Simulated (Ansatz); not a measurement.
## Rh: 5 runs along one coordinate

System: Rh (Pm-3m, 1 atom in the cell).
Method: DFT, PBEsol, plane waves (420 eV) with PAW, scalar-relativistic, no spin polarisation (Ansatz 0.2.0).

The 5 runs differ only in the geometry, by an even scaling of the cell at fixed fractional positions.

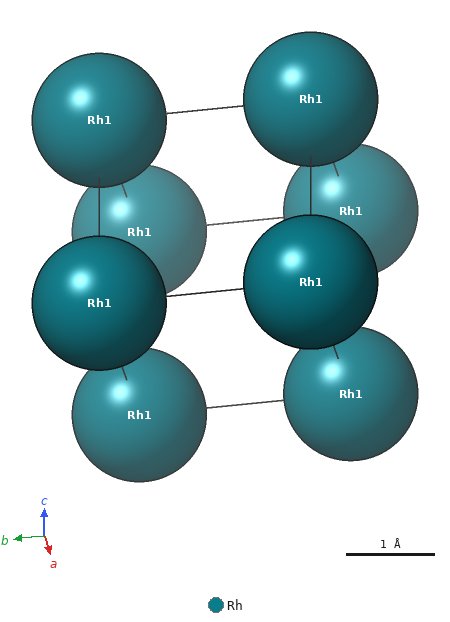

Figure 1. The structure of run 3 (spheres-only view of the cell of the calculation, seen at an oblique angle; atoms are numbered from 1 in the order of the input).

## Input of run 3
```yaml
crystal:
  lattice:
    - [2.4669991336, 0.0, 0.0]
    - [0.0, 2.4669991336, 0.0]
    - [0.0, 0.0, 2.4669991336]
  atoms:
    - { symbol: Rh, position: [0.0, 0.0, 0.0] }
hamiltonian:
  xc: pbesol
  pseudopotentials:
    kind: paw
    azcp:
      Rh: "pseudopotentials/Rh.paw.azcp"
basis:
  ecutwfc: 420
  fft_grid_basis: typed
kpoints:
  mp_grid: { grid: [14, 14, 14], shift: [0, 0, 0] }
magnetization:
  spin_polarized: false
scf:
  occupations: { method: fermi_dirac, width: 0.1 }
  lower_state_search: "off"
output:
  stress: true
```

Command:
```bash
ansatz run input.yaml --threads 2 --pin off --max-ram 5120MiB --backend cpu --events-out ev --progress --plain --runs-dir out
```

Lattice vectors (Å) and fractional positions of run 3:
```
   2.466999    0.000000    0.000000
   0.000000    2.466999    0.000000
   0.000000    0.000000    2.466999
Rh  0.000000  0.000000  0.000000
```

Run 2 differs from it as follows:
```diff
-    - [2.4669991336, 0.0, 0.0]
-    - [0.0, 2.4669991336, 0.0]
-    - [0.0, 0.0, 2.4669991336]
+    - [2.432248038, 0.0, 0.0]
+    - [0.0, 2.432248038, 0.0]
+    - [0.0, 0.0, 2.432248038]
```

## Results, with one run withheld

```csv
run,volume per atom (Å³),"free energy per atom, from the lowest run given (meV)",pressure (GPa)
1,13.763,171.01,36.70
2,14.389,?,?
3,15.014,0.00,9.28
4,16.891,40.87,−13.51
5,17.517,102.84,−18.05
```

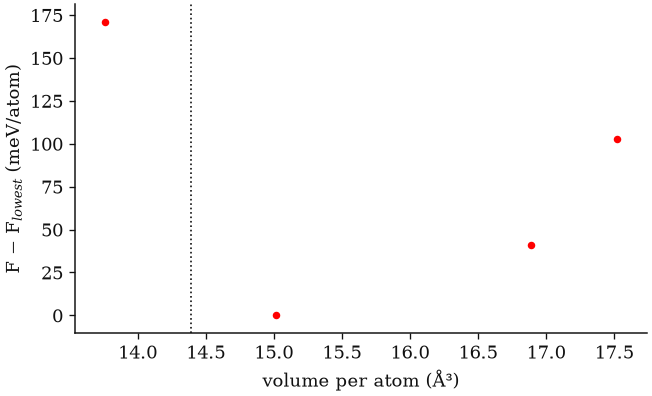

Figure 2. Free energy per atom of the runs given; the dotted line marks run 2.

Estimate the energy of run 2 from the others.

A quadratic polynomial in V^(−2/3) (the Birch–Murnaghan form), fitted to the 4 runs given, misses them by at most 1.73 meV per atom. With x = V^(−2/3) − 0.15965 Å⁻², it reads F = −17.885 − 250.8 x + 9.1756e+05 x² (meV per atom). At run 2 it gives 60.60 meV per atom, and the run itself gives 58.86. The slope of the fit gives a pressure −dF/dV of 21.30 GPa there, and the run prints 21.35 GPa. The two needn't agree exactly: the fit is approximate, and the printed stress is taken on a finite basis. The fit has its minimum at 15.656 Å³ per atom, where V d²F/dV² gives 213 GPa: the bulk modulus at this level, since symmetry fixes the shape and the positions. So low a polynomial doesn't follow these energies more closely.

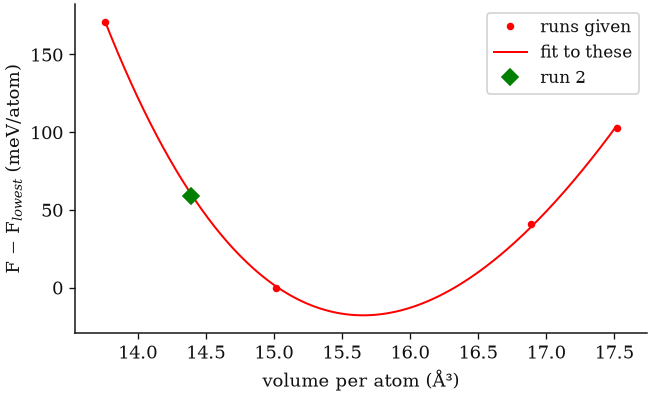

Figure 3. The fit and the withheld run.

## Output, shortened to warnings, some set-up lines, iterations and results (run 2)
```
Warning: [file] the record states the generating functional pbe (its physics header spells it `PBE`), which answers neither for hamiltonian.xc's functional nor for the pbesol family's — results may be inconsistent (PPs are generated against a specific XC)
Basis set: ecut = 420 eV, 257 PW (Γ)
Symmetry: 48 space group operations
k-points: 120 of 2744
Initial density: superposition of atomic densities (neutral atoms: chi_scale 0, normalization atom), corrected by the library's trained network
[...]
SCF iter   1: F=—  HF=-6337.814091 eV  |F-HF|=—  |Δ(HF+E_count)|=         —  Δρ=8.30e-3  dr2=6.18e-3  ethr=1.77e-3  ⟨swp⟩=4.8  Hψ=8515  notcnv=0
SCF iter   2: F=—  HF=-6337.812431 eV  |F-HF|=—  |Δ(HF+E_count)|=   1.66e-3  Δρ=2.94e-3  dr2=5.46e-4  ethr=3.64e-5  ⟨swp⟩=1.9  Hψ=2945  notcnv=0
SCF iter   3: F=—  HF=-6337.812459 eV  |F-HF|=—  |Δ(HF+E_count)|=   2.84e-5  Δρ=7.72e-4  dr2=2.94e-5  ethr=3.21e-6  ⟨swp⟩=2.2  Hψ=2168  notcnv=0
SCF iter   4: F=—  HF=-6337.812493 eV  |F-HF|=—  |Δ(HF+E_count)|=   3.43e-5  Δρ=1.27e-4  dr2=6.20e-7  ethr=1.73e-7  ⟨swp⟩=2.4  Hψ=2627  notcnv=0
SCF iter   5: F=-6337.812494 eV  HF=-6337.812494 eV  |F-HF|=5.35e-9  |Δ(HF+E_count)|=   5.64e-7  Δρ=1.20e-5  dr2=1.19e-8  ethr=3.65e-9  ⟨swp⟩=2.0  Hψ=2454  notcnv=0
SCF iter   6: F=-6337.812494 eV  HF=-6337.812494 eV  |F-HF|=2.09e-10  |Δ(HF+E_count)|=   1.09e-9  Δρ=1.65e-6  dr2=3.28e-10  ethr=6.97e-11  ⟨swp⟩=2.0  Hψ=4596  notcnv=0
SCF 1 converged in 6 iterations: F = -6337.812494 eV  dr2 = 3.28e-10
SCF converged after 6 iterations
Free energy (F): -6337.812494 eV
Harris-Foulkes:  -6337.812494 eV  (|F-HF|=2.09e-10)
Internal energy: -6337.767175 eV  (E = F + TS)
E sigma→0 (E₀):  -6337.789835 eV
Entropy (-TS):   -0.045318 eV (-45.318 meV/atom)
Fermi energy:    21.123040 eV
--- Per-component energies (eV) ---
  E_band       = -106.094408
  E_kinetic    = 576.624424
  E_local      = -1711.668698  (includes V_loc(G=0)·N_el)
  E_nonlocal   = 359.666444
  E_hartree    = 610.717918
  E_xc         = -220.828732
  E_vxc        = -278.272655  (∫ρ·V_xc dr)
  E_paw        = -3525.293553  (= ΣΔE_a)
  E_vpaw       = -273.881468  (= ΣTr[D̂ρ^β])
  E_aug_tail   = 0.000825  (compensation charges beyond the density's cutoff)
  E_ewald      = -2427.262003
  E_core_change = 0.276200  (= ΣΔE_core)
  E_smearing   = -0.045318  (= −TS)
  E_closure    = 0.000000  (closes the sum)
  Σ components = -6337.812494   (vs F -6337.812494, Δ=0.00e0)
--- Stress (GPa, compression-positive) ---
       21.352648      -0.000000       0.000000
       -0.000000      21.352648       0.000000
        0.000000      -0.000000      21.352648
  P = ⅓ Tr σ = 21.3526 GPa (213.526 kbar)
```

The program warns: the PAW datasets were made with another functional.
